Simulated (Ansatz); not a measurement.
**Geometry relaxation, with input and output: MoP (part 2 of 2)**

Continued. System: MoP (slab, 6 atoms in the cell). Method: DFT PBEsol, scalar-relativistic, plane waves, PAW, no spin polarisation (Ansatz 0.2.0); cutoff 420 eV, 9×9×1 k-mesh, Gaussian smearing of 0.1 eV. The structure derives from an entry of the Crystallography Open Database. The input holds or restrains some coordinates. Forces given for the steps count only the free coordinates. It belongs to a series of runs on one base structure; here: clean slab, lower half held.

Geometry of the input (Å; fractional positions):
```
3.1741  0.0000  0.0000
0.0000  3.2062  0.0000
0.0000  0.0000  23.4789
Mo 0.0000  0.5000  0.3620
P  0.5000  0.0000  0.4014
Mo 0.0000  0.0000  0.4803
P  0.5000  0.5000  0.5197
Mo 0.0000  0.5000  0.5986
P  0.5000  0.0000  0.6380
```

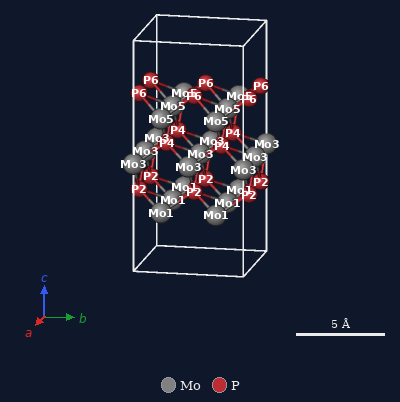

**Figure 1.** The geometry at step 3 of the log (ball-and-stick view of the 2 × 2 repeat of the cell, with the vacuum cut short, seen slightly off an axis; atoms are numbered from 1 in the order of the input).

```
WARN: The input density's exchange-correlation potential varies sharply where the density is thin. Do not read a vacuum level from v_tot or v_xc, or from such a field of the output density. On a cell that repeats whose density bears no net charge and no dipole along the vacuum's axis use v_es (v_loc + v_h of the components); under efield.dipole_correction with no amplitude use v_es + v_field, which holds any external_charges[].barrier, or the levels of the report's work_function block, which leave it out; under a non-zero efield.amplitude the vacuum is tilted and has no level; on a cell that repeats and bears such a dipole with no correction it is tilted too, and efield.dipole_correction with no amplitude gives each side of its ramp a level where efield: is served; in a cell that repeats whose density bears a net charge (total_charge, or a fill off its count) it is curved and has none; of a slab under crystal.periodic whose density bears no net charge use v_es, which has a level on each side, short of where the two are joined; of another it falls or rises all the way out and has none; of a slab beside external_charges read slab_vacuum_level instead, which it has where they leave it neutral. The grid or the basis barely resolves most such structure, and the values can differ between equally converged runs; as a rule a tighter scf.convergence.dr2_threshold does not remove it. Where the density itself ripples (under the LDA too) a higher basis.ecutwfc lessens it. The files hold the spikes' plane waves up to the density's cutoff. Files: v_tot and the like, and their columns of v_z.tsv (output.write_potential); v_xc and the like, and their columns of v_comp_z.tsv (output.write_potential_components); where files of the output density stand in their place, no point of their own thin density is over the threshold below, and this is of outcome.potential() and, of a run that writes arrays (npy), the arrays of these names. Measured: with its Gaussian average of σ = 0.25 Å subtracted twice, the exchange-correlation potential is over 0.1 eV at 2 of the grid points where the equally averaged density (valence and model cores) is under 1e-3 e/Å³, and 0.109 eV at the most among them, at an averaged density of 5.9e-8 e/Å³. See output.write_potential in the manual, Limitations
SCF converged after 3 iterations
Free energy (F): -16913.755131 eV
Harris-Foulkes:  -16913.755131 eV  (|F-HF|=2.62e-9)
Internal energy: -16913.732614 eV  (E = F + TS)
E sigma→0 (E₀):  -16913.743872 eV
Entropy (-TS):   -0.022517 eV (-3.753 meV/atom)
Fermi energy:    3.012577 eV
Dipole field:    D = -0.037092 V/Å  (p = -0.048980 e·Å, saw-weighted, corrected)
Work function:   Φ+ = 5.3289 eV   Φ− = 4.4580 eV
Levels:          The Fermi level and band energies are counted from a zero that moves with the ramp; work functions are not
--- Per-component energies (eV) ---
  E_band       = -976.350646
  E_kinetic    = 1543.264898
  E_local      = -51433.995459  (includes V_loc(G=0)·N_el)
  E_nonlocal   = 536.883542
  E_hartree    = 24853.840148
  E_xc         = -732.542713
  E_vxc        = -870.500116  (∫ρ·V_xc dr)
  E_paw        = -11094.658681  (= ΣΔE_a)
  E_vpaw       = -459.224326  (= ΣTr[D̂ρ^β])
  E_aug_tail   = 0.000137  (compensation charges beyond the density's cutoff)
  E_efield     = 0.000908  (sawtooth field / dipole correction)
  E_vefield    = -0.465523  (∫n·V_field dr)
  E_ewald      = 19412.708420
  E_core_change = 0.766186  (= ΣΔE_core)
  E_smearing   = -0.022517  (= −TS)
  E_closure    = -0.000000  (closes the sum)
  Σ components = -16913.755131   (vs F -16913.755131, Δ=0.00e0)
--- Forces (eV/Å), atoms counted from 1 ---
  atom   1  Mo     0.00000000     0.00000000     2.01211670
  atom   2  P     -0.00000000     0.00000000    -1.72226169
  atom   3  Mo    -0.00000000     0.00000000    -0.31579405
  atom   4  P     -0.00000000     0.00000000    -0.00452960
  atom   5  Mo     0.00000000     0.00000000     0.02360218
  atom   6  P      0.00000000     0.00000000     0.00683805
  max |Σ_I F_I| component: 2.84e-5 eV/Å
--- Band table (eV; the first three rows and the last of 25) ---
  k-point 0: bands = ["-58.0993", "-57.9753", "-57.6664", "-32.3470", "-32.2234", "-32.1391", "-32.1078", "-32.0884", "-31.9743", "-31.8306", "-31.7090", "-31.6708", "-10.3620", "-9.1047", "-8.1231", "-3.3053", "-1.9217", "-0.7576", "-0.5245", "-0.5130", "-0.2845", "0.1081", "0.2596", "0.7620", "1.1720", "2.1805", "2.5903", "2.7297", "2.8429", "3.4212", "3.6152", "4.5912", "4.9462", "5.1753", "5.7146"]
  k-point 1: bands = ["-58.0972", "-57.9734", "-57.6643", "-32.3401", "-32.2203", "-32.1775", "-32.1006", "-32.0858", "-32.0017", "-31.8287", "-31.7378", "-31.6680", "-10.1984", "-8.9664", "-7.9979", "-3.2274", "-1.9946", "-0.9135", "-0.5061", "-0.5013", "-0.3946", "-0.0178", "0.3898", "0.6274", "1.2435", "2.0568", "2.1202", "2.6134", "2.9222", "3.2428", "3.6058", "4.6330", "4.8740", "5.1333", "5.5904"]
  k-point 2: bands = ["-58.0917", "-57.9686", "-57.6592", "-32.3255", "-32.2546", "-32.2125", "-32.1039", "-32.0795", "-32.0652", "-31.8251", "-31.8090", "-31.6608", "-9.7366", "-8.5944", "-7.6668", "-3.1037", "-2.3545", "-1.6153", "-0.8185", "-0.5185", "-0.2745", "0.1229", "0.2545", "0.6491", "1.3151", "1.4796", "2.1845", "2.2734", "2.9289", "3.2443", "3.5850", "4.1796", "4.3134", "5.1461", "5.5641"]
  k-point 24: bands = ["-58.0615", "-57.9401", "-57.6311", "-32.4701", "-32.3578", "-32.3340", "-32.2616", "-32.1388", "-32.0759", "-31.8992", "-31.8951", "-31.7931", "-7.9995", "-7.5522", "-6.7460", "-3.1305", "-2.8307", "-2.7273", "-2.1757", "-1.5271", "-1.4500", "-0.9954", "-0.4746", "1.3114", "1.4226", "1.7598", "3.5742", "3.7409", "3.7725", "4.3991", "4.8430", "4.9115", "5.3041", "5.7261", "6.6415"]
--- Relaxed structure (4 steps of the walk, 4 accepted, 0 SCFs on fresh bases) ---
  F+E_penalty+E_count = -16913.75513099 eV   max|allowed force component| = 2.360e-2 eV/Å
  atoms:
    - { symbol: Mo, position: [0.0, 0.49999999999999994, 0.3620268489] }
    - { symbol: P, position: [0.49999999999999994, 0.0, 0.40144774920000004] }
    - { symbol: Mo, position: [0.0, 0.0, 0.4802895498000001] }
    - { symbol: P, position: [0.49999999999999994, 0.49999999999999994, 0.5201219298313566] }
    - { symbol: Mo, position: [-1.9276281979719e-18, 0.49999999999999994, 0.5969874140265583] }
    - { symbol: P, position: [0.49999999999999994, 0.0, 0.6410532352105316] }
```

Trajectory as extended XYZ (Å, eV, eV/Å), 4 frames, from step=1 to step=4:
```
6
Lattice="3.1741 0.0000 0.0000 0.0000 3.2062 0.0000 0.0000 0.0000 23.4789" Properties=species:S:1:pos:R:3:forces:R:3 step=1 energy=-16913.70140
Mo    0.0000    1.6031    8.5000    0.0000   0.0000   2.0524
P     1.5871    0.0000    9.4256    0.0000   0.0000  -1.7563
Mo    0.0000    0.0000   11.2767    0.0000   0.0000  -0.3635
P     1.5871    1.6031   12.2022    0.0000   0.0000   0.3587
Mo    0.0000    1.6031   14.0534    0.0000   0.0000  -1.1051
P     1.5871    0.0000   14.9789    0.0000   0.0000   0.8147
6
Lattice="3.1741 0.0000 0.0000 0.0000 3.2062 0.0000 0.0000 0.0000 23.4789" Properties=species:S:1:pos:R:3:forces:R:3 step=2 energy=-16913.75409
Mo    0.0000    1.6031    8.5000    0.0000   0.0000   2.0179
P     1.5871    0.0000    9.4256    0.0000   0.0000  -1.7236
Mo    0.0000    0.0000   11.2767    0.0000   0.0000  -0.2917
P     1.5871    1.6031   12.2112    0.0000   0.0000   0.1475
Mo    0.0000    1.6031   14.0303    0.0000   0.0000  -0.0960
P     1.5871    0.0000   15.0693    0.0000   0.0000  -0.0530
6
Lattice="3.1741 0.0000 0.0000 0.0000 3.2062 0.0000 0.0000 0.0000 23.4789" Properties=species:S:1:pos:R:3:forces:R:3 step=3 energy=-16913.75513
Mo    0.0000    1.6031    8.5000    0.0000   0.0000   2.0121
P     1.5871    0.0000    9.4256    0.0000   0.0000  -1.7222
Mo    0.0000    0.0000   11.2767    0.0000   0.0000  -0.3157
P     1.5871    1.6031   12.2119    0.0000   0.0000  -0.0045
Mo    0.0000    1.6031   14.0166    0.0000   0.0000   0.0233
P     1.5871    0.0000   15.0512    0.0000   0.0000   0.0068
6
Lattice="3.1741 0.0000 0.0000 0.0000 3.2062 0.0000 0.0000 0.0000 23.4789" Properties=species:S:1:pos:R:3:forces:R:3 step=4 energy=-16913.75513
Mo    0.0000    1.6031    8.5000    0.0000   0.0000   2.0121
P     1.5871    0.0000    9.4256    0.0000   0.0000  -1.7223
Mo    0.0000    0.0000   11.2767    0.0000   0.0000  -0.3158
P     1.5871    1.6031   12.2119    0.0000   0.0000  -0.0045
Mo    0.0000    1.6031   14.0166    0.0000   0.0000   0.0236
P     1.5871    0.0000   15.0512    0.0000   0.0000   0.0068
```

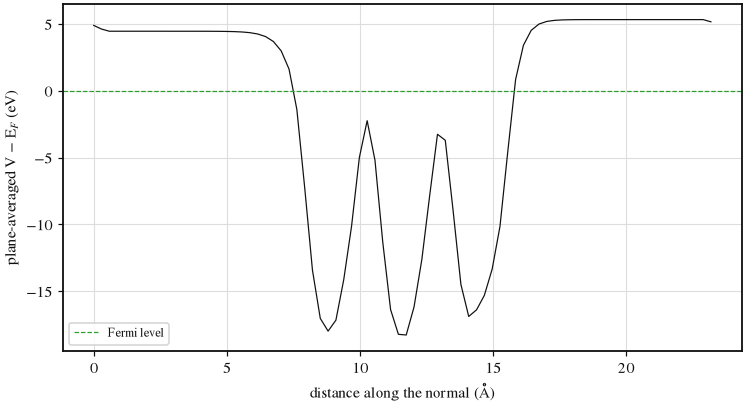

**Figure 2.** Plane average of the electrostatic potential energy of an electron across the cell, from the Fermi level. The vacuum level lies 5.33 eV above the Fermi level on the upper side and 4.46 eV on the lower.

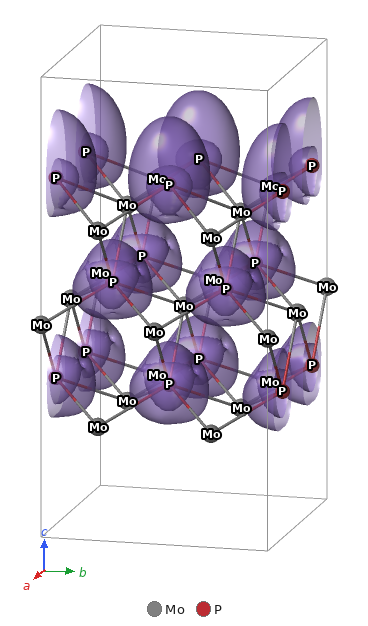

**Figure 3.** Isosurface of the ELF at 0.65 (purple), seen slightly off an axis. Only the valence region is drawn (cores and ρ < 0.01 e/Å³ removed). Sticks mark near contacts. Values along the shortest contacts: Mo–P (2.40 Å): the ELF is about 0.45 at the midpoint. Mo–P (2.48 Å): the ELF is about 0.45 at the midpoint. Core electrons are frozen (PAW), so the fields are smoothed inside the atomic spheres.

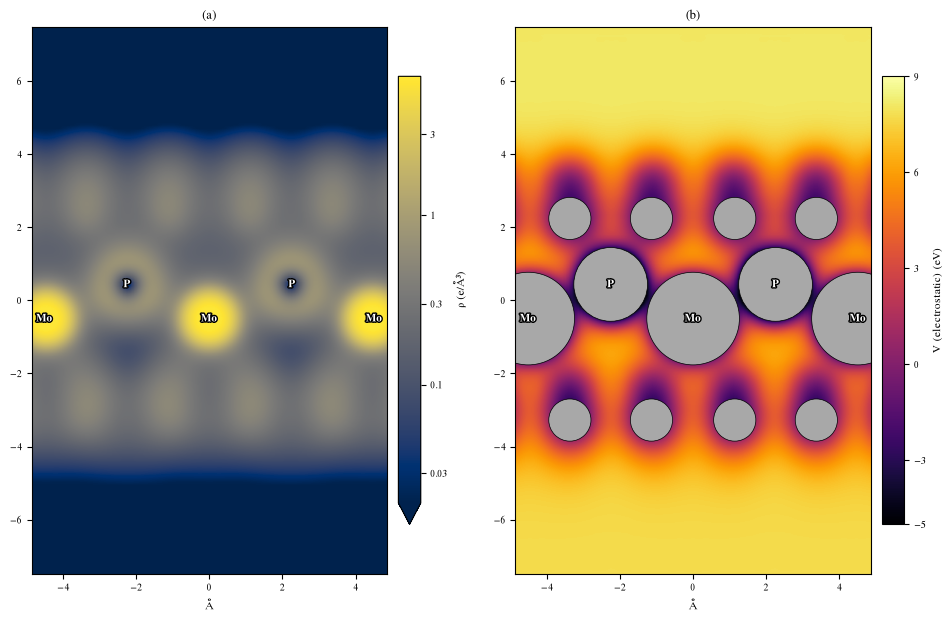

**Figure 4.** (a) valence pseudo-density; (b) electrostatic potential energy of an electron on the (11̄0) plane of the calculation cell, a cut from vacuum to vacuum. Grey discs, where drawn, cover atomic cores. Atoms in the plane: Mo and P. The density dies away to nearly zero in the vacuum.

Key numbers:

```csv
quantity,value
outcome,converged under the restraints of the input
electrons treated,57
free energy,−16913.7551 eV
"work function, top face",5.33 eV
"work function, bottom face",4.46 eV
Fermi energy,3.013 eV
gap on the k-point mesh,none (metallic)
final volume,238.95 Å³
work function (upper face),5.33 eV
"largest force (length of the vector) at the end, held atoms and coordinates included",2.012 eV/Å
wall time,37 s (CPU time 73 s)
peak memory,0.59 GiB
```

Remarks:

The program warns: the exchange-correlation potential is rough where the density is thin.
